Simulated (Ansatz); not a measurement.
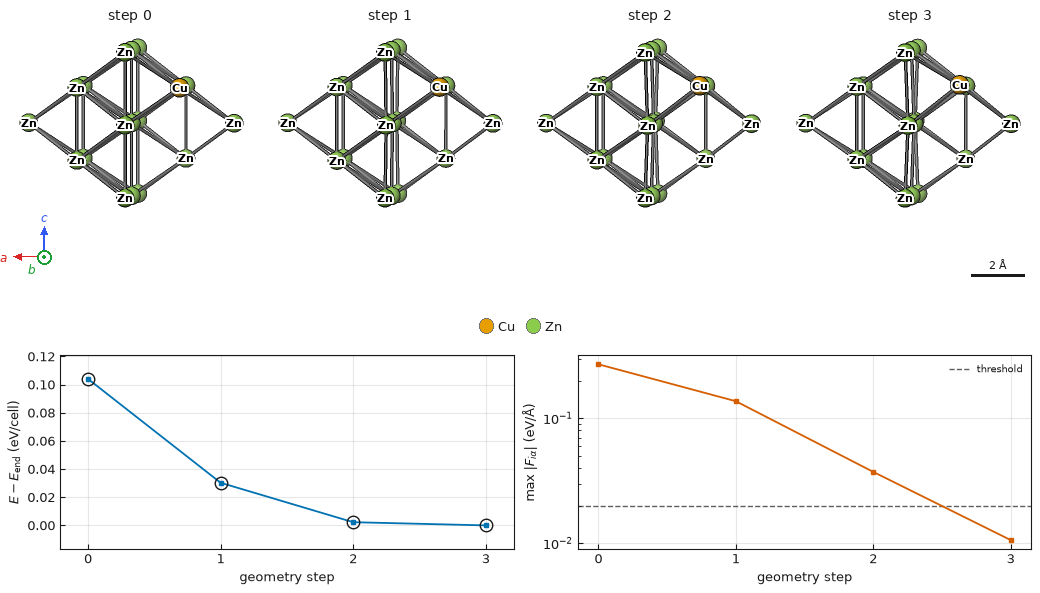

Frames of a relaxation of a defect cell of composition Zn14Cu, marked on the history of the run. The picture is a ball-and-stick view of the atoms within 4.2 Å of the atom that moves most (axes of the conventional cell (4 times the calculation's cell)), seen from a free direction. Lengths and directions refer to the drawn axes.

Case: Cu on a Zn site beside a Zn vacancy, charge +0, atoms relaxed.

Method: DFT PBE, scalar-relativistic, plane waves, PAW in Ansatz 0.2.0.

The input:
```yaml
crystal:
  lattice:
    - [3.9288069991, 3.9288069991, 3.9288069991]
    - [-3.9288069991, 3.9288069991, -3.9288069991]
    - [-3.9288069991, -3.9288069991, 3.9288069991]
  atoms:
    - { symbol: Cu, position: [0.0, 0.0, 0.0] }
    - { symbol: Zn, position: [0.25, 0.75, 0.0] }
    - { symbol: Zn, position: [0.0, 0.5, 0.5] }
    - { symbol: Zn, position: [0.25, 0.5, 0.25] }
    - { symbol: Zn, position: [0.5, 0.5, 0.0] }
    - { symbol: Zn, position: [0.0, 0.25, 0.75] }
    - { symbol: Zn, position: [0.25, 0.25, 0.5] }
    - { symbol: Zn, position: [0.5, 0.25, 0.25] }
    - { symbol: Zn, position: [0.75, 0.25, 0.0] }
    - { symbol: Zn, position: [0.25, 0.0, 0.75] }
    - { symbol: Zn, position: [0.5, 0.0, 0.5] }
    - { symbol: Zn, position: [0.75, 0.0, 0.25] }
    - { symbol: Zn, position: [0.5, 0.75, 0.75] }
    - { symbol: Zn, position: [0.75, 0.75, 0.5] }
    - { symbol: Zn, position: [0.75, 0.5, 0.75] }
basis:
  ecutwfc: 420
  xc_grid: 2
kpoints:
  mp_grid: { grid: [4, 4, 4], shift: [0.5, 0.5, 0.5] }
hamiltonian:
  xc: pbe
scf:
  occupations: { method: gaussian, width: 0.1 }
output:
  forces: true
  stress: false
  eigenvalues: true
  write_density: true
  write_potential: true
  elf: true
  volumetric_format: npy
relax:
  adjacent_minimum: "off"
  f_tol: 0.02
  max_steps: 60
```

Launched with:
```bash
ansatz run input.yaml --threads 4 --pin off --max-ram 8192MiB --backend cpu --events-out ev --progress --plain --runs-dir out
```

> Describe the path.

The largest moves, 0.12 Å, are those of Zn2, Zn7, Zn12 and Zn15. Zn12 goes roughly along [−3 1 0]. By element the largest moves are Zn 0.12 Å, Cu 0.11 Å. The lattice vectors keep their values. Some distances before and after: Zn11–Zn12 2.778 → 2.903 Å, Zn2–Zn13 2.778 → 2.892 Å, Zn7–Zn12 2.778 → 2.669 Å, Zn3–Zn12 2.778 → 2.856 Å. The energy falls by 0.104 eV per cell of the calculation in 3 geometry steps. Largest force component: 0.27 eV/Å at the start, 0.011 eV/Å at the end. From step 0 to 1: Zn atoms move most (0.05 Å), energy −73.8 meV per cell of the calculation. From step 1 to 2: Zn atoms move most (0.06 Å), energy −28.0 meV per cell of the calculation. From step 2 to 3: Cu1 moves most (0.04 Å), energy −2.3 meV per cell of the calculation.

```
step  E − E(0), meV/atom  largest force component, eV/Å
   0                0.00                         0.2711
   1               -4.92                         0.1373
   2               -6.79                         0.0373
   3               -6.94                         0.0106
```

Limits of the set-up: the periodic images lie only 6.8 Å apart, so the values are limited by the cell's size.
